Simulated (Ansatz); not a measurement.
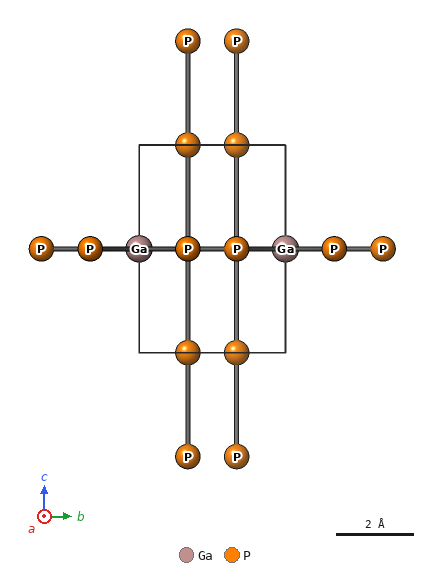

A crystal of GaP$_{4}$ (a generated structure, set up in P6/mmm) (coarse preliminary run), before the relaxation. A ball-and-stick model of the cell of the calculation, seen along the a axis.

Computed with Ansatz, DFT PBE, scalar-relativistic, plane waves, PAW.

Input
```yaml
crystal:
  lattice:
    - [4.3944772644, 0.0, 0.0]
    - [-2.1972386322, 3.8057289473, 0.0]
    - [0.0, 0.0, 5.3985406222]
  atoms:
    - { symbol: Ga, position: [0.0, 0.0, 0.5] }
    - { symbol: P, position: [0.3333333333, 0.6666666667, 0.0] }
    - { symbol: P, position: [0.6666666667, 0.3333333333, 0.0] }
    - { symbol: P, position: [0.3333333333, 0.6666666667, 0.5] }
    - { symbol: P, position: [0.6666666667, 0.3333333333, 0.5] }
basis:
  ecutwfc: 420
kpoints:
  mp_grid: { grid: [6, 6, 4] }
hamiltonian:
  xc: pbe
scf:
  occupations: { method: gaussian, width: 0.1 }
  lower_state_search: "off"
output:
  forces: true
  stress: true
  eigenvalues: true
relax:
  adjacent_minimum: "off"
  f_tol: 0.04
  max_steps: 70
  cell: { stress_tol: 0.4 }
```

Launched with:
```bash
ansatz run input.yaml --threads 1 --pin off --max-ram 2560MiB --backend cpu --events-out ev --progress --plain --runs-dir out
```

**Where does the relaxation end?**

The atoms keep their places relative to the cell (all moves are under 0.005 Å). Cell: a = b 4.394 → 4.528 Å (+3.0 %), c 5.399 → 4.911 Å (−9.0 %). Volume −3.4 %. Near-neighbour distances that change, for instance: P2–P4 2.699 → 2.455 Å, Ga1–P4 2.537 → 2.614 Å. The space group stays P6/mmm (No. 191). Over 3 accepted moves (4 points after the start) the energy falls by 0.409 eV per cell of the calculation. All forces vanish by symmetry, so only the cell relaxes. Pressure: 0.55 GPa at the start and −0.04 GPa at the end. At 1 point the geometry stayed and the basis and grid were re-selected for the new cell (energy shift of 0.2 meV per cell of the calculation at most each time).

Step by step:

```csv
step,"E − E(0), meV/atom","pressure, GPa","volume, Å³/atom",note
0,0.00,0.55,18.057,
1,-64.21,0.35,17.670,
2,-81.45,0.59,17.305,
3,-81.83,-0.05,17.439,
4,-81.86,-0.04,17.439,"same geometry, new basis"
```

Final geometry:

```
CELL_PARAMETERS angstrom
4.52800 0.00000 0.00000
-2.26400 3.92136 0.00000
0.00000 0.00000 4.91073
ATOMIC_POSITIONS crystal
Ga 0.00000 0.00000 0.50000
P 0.33333 0.66667 0.00000
P 0.66667 0.33333 0.00000
P 0.33333 0.66667 0.50000
P 0.66667 0.33333 0.50000
```

The end point in the same view:

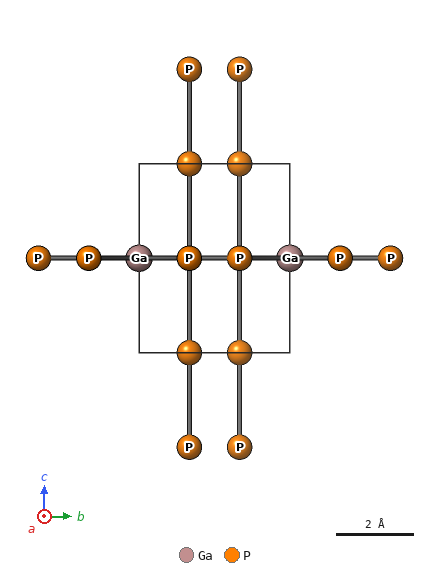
